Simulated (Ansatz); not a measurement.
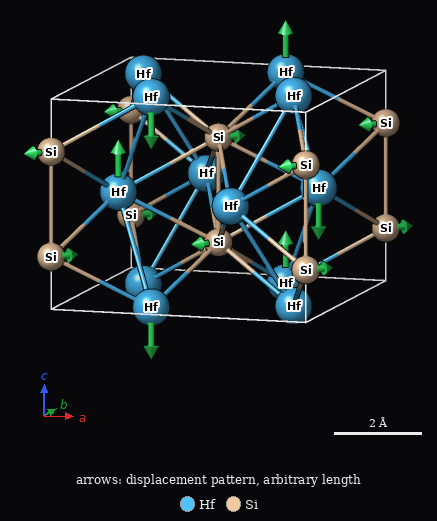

One vibrational mode of solid Hf₂Si relaxed at 25 GPa at the zone centre. The green arrows are the displacements of the atoms (eigenvector over the root of the mass), of arbitrary overall length and sign. Style: ball-and-stick. Shown: the conventional cell (2 times the calculation's cell), slightly off an axis. Lengths and directions refer to the drawn axes.

The calculation used Ansatz 0.2.0, DFT LDA, scalar-relativistic, plane waves, PAW.

Input file:
```yaml
crystal:
  lattice:
    - [-3.0821330292, 3.0821330292, 2.460403766]
    - [3.0821330292, -3.0821330292, 2.460403766]
    - [3.0821330292, 3.0821330292, -2.460403766]
  atoms:
    - { symbol: Hf, position: [0.8441218516, 0.6558781484, 0.5] }
    - { symbol: Hf, position: [0.3441218516, 0.8441218516, 0.1882437033] }
    - { symbol: Hf, position: [0.1558781484, 0.3441218516, 0.5] }
    - { symbol: Hf, position: [0.6558781484, 0.1558781484, 0.8117562967] }
    - { symbol: Si, position: [0.75, 0.75, 0.0] }
    - { symbol: Si, position: [0.25, 0.25, 0.0] }
basis:
  ecutwfc: 420
kpoints:
  mp_grid: { grid: [10, 10, 10] }
hamiltonian:
  xc: lda
scf:
  occupations: { method: fermi_dirac, width: 0.15 }
output:
  eigenvalues: true
phonons:
  method: dfpt
  eigenvectors: true
```

Run as
```bash
ansatz run input.yaml --threads 2 --pin off --max-ram 6144MiB --backend cpu --events-out ev --progress --plain --runs-dir out
```

The frequencies depend somewhat on the k-mesh and the smearing.

### Give the symmetry, activity and frequency of this mode.

This is the E_g mode (doubly degenerate; one member of the set is drawn) at 3.94 THz, optical level 2 of 11, counted from below, Raman-active by symmetry. Atoms of one kind move against one another, with no net shift of any sublattice; the kinetic energy is shared as Hf 96 %, Si 4 %.
